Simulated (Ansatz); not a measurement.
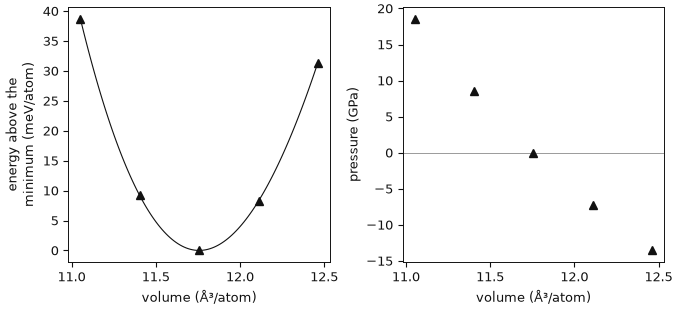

Energy above the minimum and pressure against volume for HfN, space group Fm-3m (No. 225).

A third-order Birch–Murnaghan fit gives V0 = 11.76 Å³/atom, B0 = 263 GPa and B′ = 4.2. The energy above the minimum is 38.7 meV/atom at volume 11.052 Å³/atom and 31.4 meV/atom at 12.463 Å³/atom; the lowest computed point is at volume 11.757 Å³/atom (0.0 meV/atom). The pressure falls from 18.59 GPa at volume 11.052 Å³/atom to −13.55 GPa at 12.463 Å³/atom, and changes sign near 11.76 Å³/atom. The solid is metallic at every point.

Method: third-order Birch-Murnaghan fit to density functional energies at scaled volumes of the given relaxed cell, shape and atoms relaxed at each volume; energies count from the fitted minimum; plane waves with PAW datasets, Γ-centred k mesh (Ansatz 0.2.0). Level: PBE, no spin polarisation.

```csv
setting,value
wave cutoff,420 eV
k mesh,16×16×16
occupations,Gaussian
smearing width,0.1 eV
```

Cell as given: a = 3.216 Å, b = 3.216 Å, c = 3.216 Å, α = 60.00°, β = 60.00°, γ = 60.00°; 2 atoms.

Keep in mind: no spin polarisation, a magnetic state may lie lower.
